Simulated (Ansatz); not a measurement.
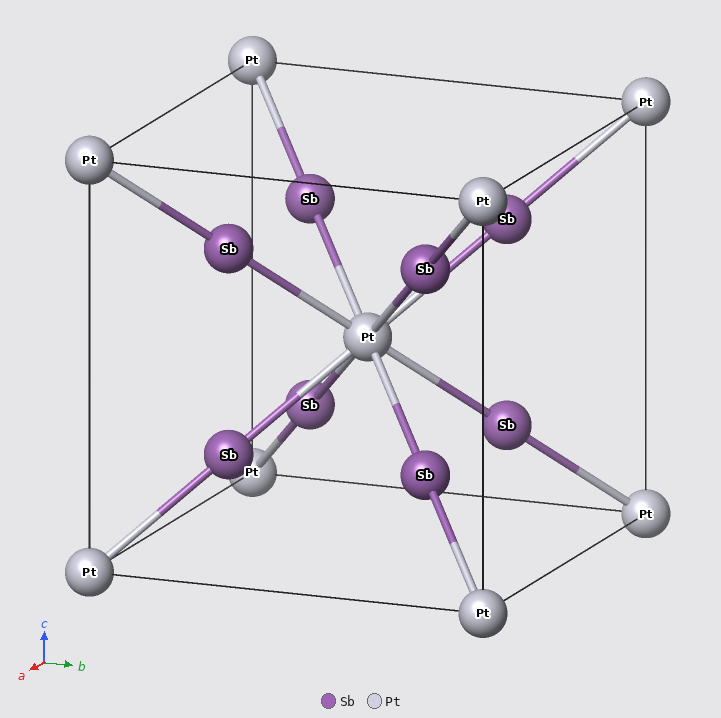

We look at a ball-and-stick model of the crystal slightly off an axis. Lines trace the edges of the conventional unit cell. Cell: a = 6.56 Å, b = 6.56 Å, c = 6.56 Å, α = 90.00°, β = 90.00°, γ = 90.00°.

The model was built from a random cell made by a generator, so it need not be a real form of the compound. Earlier steps of the study may have refined or changed the cell and positions. It went into a calculation with Ansatz.

Q: Caption:

A: The solid is Sb4Pt. The atoms follow space group Im-3m (No. 229); the Bravais lattice is body-centred cubic. The cell has 10 atoms, namely 8 Sb, 2 Pt. Sb is coordinated by two Pt in a linear arrangement at about 2.8 Å. The Pt atoms are each bonded to eight Sb in a cubic arrangement at about 2.8 Å. The bonds build a three-dimensional framework.

Calculation details: Ansatz 0.2.0, DFT PBE, scalar-relativistic, plane waves, PAW; E_cut = 420 eV, k-points about 0.17 Å⁻¹ apart, Gaussian smearing of 0.1 eV, no spin polarisation.

Q: What is the electronic character?

A: A metal: bands cross the Fermi level.

Q: What net charge does each kind of atom have (Bader)?

A: Sb +0.21 e; Pt -0.82 e.

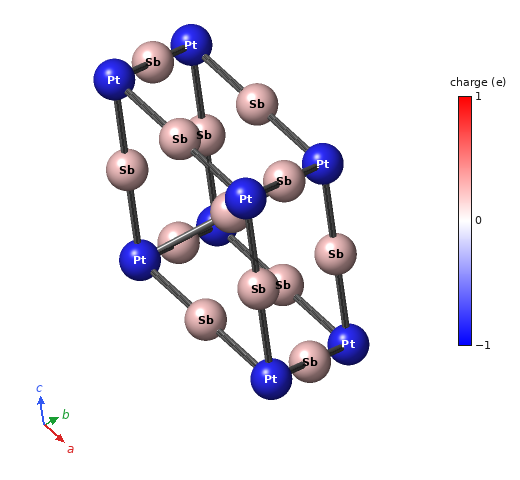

The atoms coloured by those charges. The run's cell of 5 atoms is drawn, so axes and origin can differ from the first picture.

Q: Is this an equilibrium geometry for the method given?

A: Yes. All forces vanish to within 0.01 eV/Å. The pressure is 0.0 GPa, close to zero.
